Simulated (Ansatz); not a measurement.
## Electronic structure of Ga4O in real space

```xyz
40
Lattice="9.0038 0.0000 0.0000 0.0000 9.0038 0.0000 0.0000 0.0000 9.0038" Properties=species:S:1:pos:R:3 pbc="T T T"
Ga    1.1255    1.1255    1.1255
Ga    5.6274    5.6274    1.1255
Ga    5.6274    1.1255    5.6274
Ga    1.1255    5.6274    5.6274
Ga    3.3764    3.3764    1.1255
Ga    7.8784    7.8784    1.1255
Ga    7.8784    3.3764    5.6274
Ga    3.3764    7.8784    5.6274
Ga    3.3764    1.1255    3.3764
Ga    7.8784    5.6274    3.3764
Ga    7.8784    1.1255    7.8784
Ga    3.3764    5.6274    7.8784
Ga    1.1255    3.3764    3.3764
Ga    5.6274    7.8784    3.3764
Ga    5.6274    3.3764    7.8784
Ga    1.1255    7.8784    7.8784
Ga    5.6274    1.1255    1.1255
Ga    1.1255    5.6274    1.1255
Ga    1.1255    1.1255    5.6274
Ga    5.6274    5.6274    5.6274
Ga    7.8784    3.3764    1.1255
Ga    3.3764    7.8784    1.1255
Ga    3.3764    3.3764    5.6274
Ga    7.8784    7.8784    5.6274
Ga    7.8784    1.1255    3.3764
Ga    3.3764    5.6274    3.3764
Ga    3.3764    1.1255    7.8784
Ga    7.8784    5.6274    7.8784
Ga    5.6274    3.3764    3.3764
Ga    1.1255    7.8784    3.3764
Ga    1.1255    3.3764    7.8784
Ga    5.6274    7.8784    7.8784
O     6.7529    2.2510    2.2510
O     2.2510    6.7529    2.2510
O     2.2510    2.2510    6.7529
O     6.7529    6.7529    6.7529
O     4.5019    0.0000    0.0000
O     0.0000    4.5019    0.0000
O     0.0000    0.0000    4.5019
O     4.5019    4.5019    4.5019
```

Space group Fd-3m; a structure generated by program, which may or may not match a known phase.

All numbers below come from Ansatz, DFT PBE, scalar-relativistic, plane waves, PAW.

In a PAW calculation such maps are meaningful between the atoms, not at the nuclei.

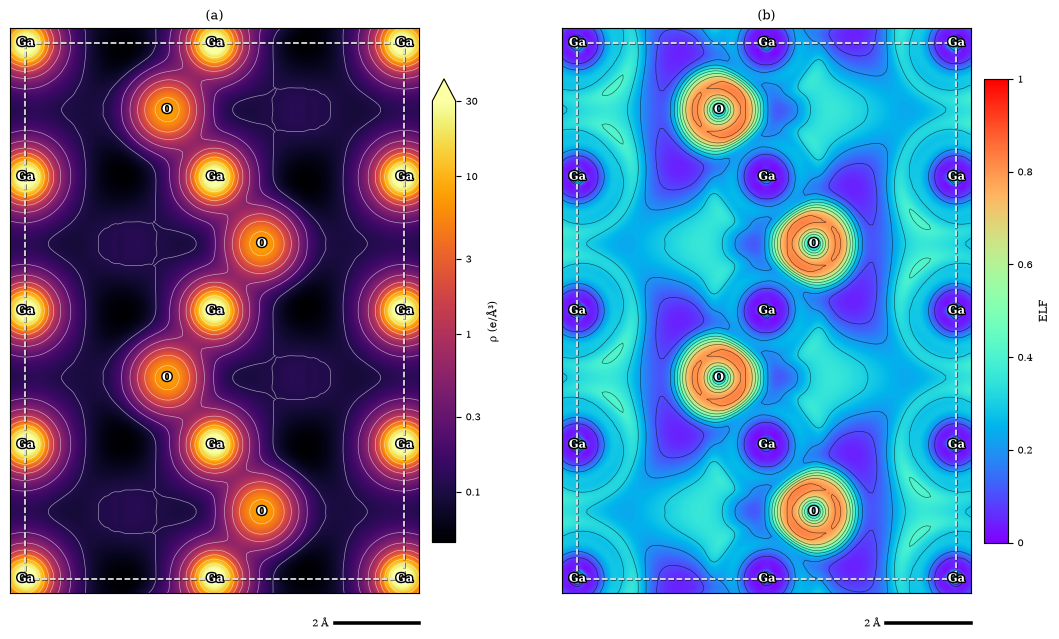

Figure 1. (a) valence electron density; (b) ELF on the (110) plane of the conventional cell.

### What do the fields say about this system?

- The section cuts through Ga and O sites.
- Ga–O (1.95 Å): ρ is about 0.65 e/Å³ halfway; the ELF peaks at about 0.85 in the valence shell of O, 0.6 Å from its nucleus, and is about 0.30 at the midpoint (no localised pair shows between them).
- Between the atoms the lowest density in this plane is 0.05 e/Å³.
- The features right at Ga lie inside the PAW spheres, where the map follows smoothed inner orbitals and isn't to be read closely.

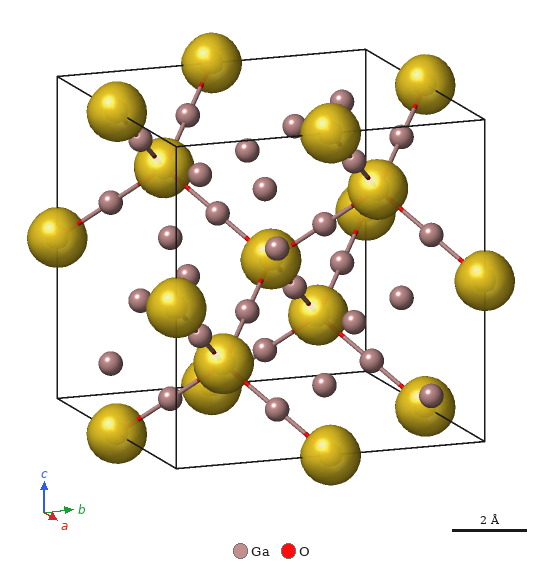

Figure 2. Isosurface of the electron localisation function at 0.65 (yellow), seen slightly off an axis. Core shells and regions of very low density are left out. Sticks mark near contacts.

### Identify the bonds, lone pairs and shells in this picture.

The surface consists of eight regions wrapped around O (the valence shell of each), counted in one cell of 40 atoms. Any copies at cell faces, edges or corners count once.

### Does the calculation make it a metal, or give it a gap?

It is gapless in this calculation (a metal or semimetal).
